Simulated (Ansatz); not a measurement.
```
W Se
1.0
     3.31418    0.00000    0.00000
    -1.65709    2.87017    0.00000
     0.00000    0.00000   23.36687
W Se
2 4
Direct
  0.66667 0.33333 0.14709
  0.33333 0.66667 0.85291
  0.33333 0.66667 0.21817
  0.66667 0.33333 0.92405
  0.33333 0.66667 0.07595
  0.66667 0.33333 0.78183
```

Space group P-3m1; a structure from a database of computed crystals, not necessarily the ambient phase; changed on purpose from its base cell (volume × 0.97, shape and atoms relaxed).

Level of theory: Ansatz 0.2.0, DFT r2SCAN, scalar-relativistic, plane waves, PAW.

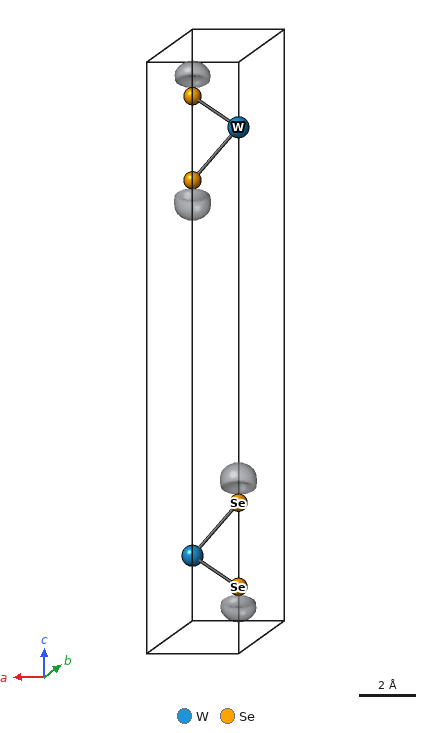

WSe$_{2}$. Isosurface of the electron localisation function at 0.85 (grey), seen at an oblique angle. Core shells and regions of very low density are left out. Sticks mark near contacts.

Core electrons are frozen (PAW), and the valence fields are smoothed inside the atomic spheres.

Question: Identify the bonds, lone pairs and shells in this picture.

Answer: The ELF exceeds this value in four lobes on Se, pointing away from the bonds (lone pairs), counted in one cell of 6 atoms. Regions shared between cells count once.

Values along the shortest contacts:
W–Se (2.53 Å): the ELF is about 0.55 at the midpoint.
